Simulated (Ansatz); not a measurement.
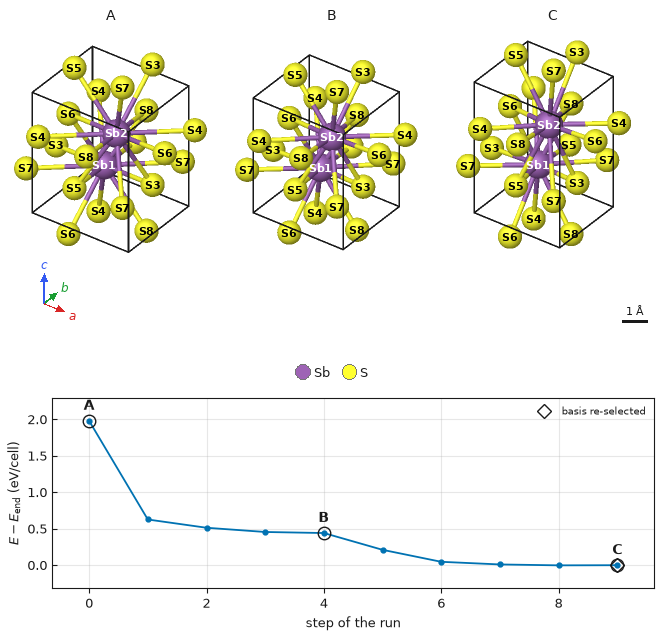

Frames of a relaxation of crystalline SbS3 (built on the Ni3Sn (D0_19)_194 type) (coarse preliminary run), marked on the history of the run. Style: ball-and-stick. Shown: the cell of the calculation, slightly off an axis.

Case: Ni3Sn (D0_19) type (P6_3/mmc, No. 194).

All numbers below come from DFT r2SCAN, scalar-relativistic, plane waves, PAW in Ansatz 0.2.0.

Input file:
```yaml
crystal:
  lattice:
    - [6.4278383384, 0.0, 0.0]
    - [-3.2139191692, 5.5666712924, 0.0]
    - [0.0, 0.0, 5.1593320326]
  atoms:
    - { symbol: Sb, position: [0.3333333333, 0.6666666667, 0.25] }
    - { symbol: Sb, position: [0.6666666667, 0.3333333333, 0.75] }
    - { symbol: S, position: [0.833, 0.666, 0.25] }
    - { symbol: S, position: [0.167, 0.833, 0.75] }
    - { symbol: S, position: [0.334, 0.167, 0.25] }
    - { symbol: S, position: [0.167, 0.334, 0.75] }
    - { symbol: S, position: [0.833, 0.167, 0.25] }
    - { symbol: S, position: [0.666, 0.833, 0.75] }
basis:
  ecutwfc: 500
kpoints:
  mp_grid: { grid: [3, 3, 4] }
hamiltonian:
  xc: r2scan
scf:
  occupations: { method: gaussian, width: 0.1 }
  lower_state_search: "off"
output:
  forces: true
  stress: true
  eigenvalues: true
relax:
  adjacent_minimum: "off"
  f_tol: 0.04
  max_steps: 70
  cell: { stress_tol: 0.4 }
```

Launched with:
```bash
ansatz run input.yaml --threads 1 --pin off --max-ram 2560MiB --backend cpu --events-out ev --progress --plain --runs-dir out
```

> What happens along the run?

The energy falls by 1.980 eV per cell of the calculation in 8 accepted moves (9 points after the start). Largest force component: 0.54 eV/Å at the start, 0.02 eV/Å at the end. The pressure goes from −10.58 to 0.09 GPa. At 1 point the geometry stayed and the basis and grid were re-selected for the new cell (energy shift of 1.9 meV per cell of the calculation at most each time). The largest moves relative to the cell, 0.19 Å, are those of S3, S4, S5, S6, S7 and S8. S7 goes along [−1 1 0]. Sb stays in place. Cell: a = b 6.428 → 5.702 Å (−11.3 %), c 5.159 → 5.597 Å (+8.5 %). Volume −14.6 %. Among the contacts that change: S3–S5 3.207 → 2.519 Å, Sb1–S3 3.214 → 2.858 Å, Sb1–S4 3.176 → 3.154 Å. The space group stays P6_3/mmc (No. 194). From step 0 to 4: S atoms move most (0.12 Å), volume −17.0 %, energy −1.539 eV per cell of the calculation. From step 4 to 9: S atoms move most (0.07 Å), volume +2.8 %, energy −0.441 eV per cell of the calculation.

```tsv
step	E − E(0), meV/atom	largest force component, eV/Å	pressure, GPa	volume, Å³/atom	note
0	0.00	0.5390	-10.58	23.076	
1	-169.13	0.2881	-4.10	20.022	
2	-183.29	0.1457	3.01	18.485	
3	-190.54	0.0380	-0.24	19.138	
4	-192.34	0.0189	-0.17	19.163	
5	-221.14	0.0069	0.38	19.148	
6	-241.68	0.1085	2.00	18.994	
7	-246.22	0.0078	0.68	19.387	
8	-247.76	0.0192	0.09	19.699	
9	-247.52	0.0196	0.09	19.699	same geometry, new basis
```
